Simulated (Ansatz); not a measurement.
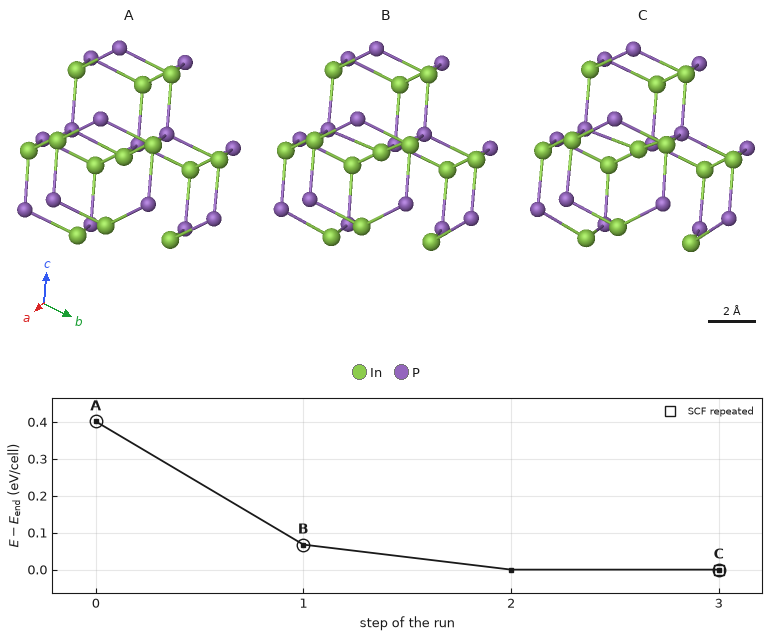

Frames of a relaxation of a defect cell of composition In16P15 (cell charge +2), marked on the history of the run. The picture is a ball-and-stick view of the atoms within 5.8 Å of the atom that moves most (axes of the cell of the calculation (origin shifted)), seen slightly off an axis.

Case: P vacancy (site d), charge +2, atoms relaxed at the host's cell.

Computed with DFT PBE, scalar-relativistic, plane waves, PAW in Ansatz. Set-up: plane-wave cutoff 420 eV; k-point mesh 2 × 2 × 2; occupations gaussian; smearing width 0.02 eV; mesh shifted by (0.5, 0.5, 0.5); collinear spin; atoms relaxed in a fixed cell; force threshold 0.025 eV/Å; at most 45 steps.

Question: What happens along the run?

Answer: The energy falls by 0.401 eV per cell of the calculation in 2 accepted moves (3 points after the start). Largest force component: 0.38 eV/Å at the start, 0.018 eV/Å at the end. 1 step only repeated the SCF at the same geometry. The largest moves, 0.33 Å, are those of In atoms. Largest moves by element: In 0.33 Å, P 0.05 Å. The lattice vectors keep their values. Among the contacts that change: In–P 2.588 → 2.541 Å, In–P 2.601 → 2.591 Å. Among the angles between lasting bonds that change: In–P–In 110.4° → 103.4°, P–In–P 108.6° → 114.6°, In–P–In 109.5° → 111.5°. From step 0 to 1: In atoms move most (0.20 Å), energy −0.334 eV per cell of the calculation. From step 1 to 3: In atoms move most (0.13 Å), energy −67.8 meV per cell of the calculation.

Limits of the set-up: the cell is charged, on a uniform background, and energies carry no finite-size correction.
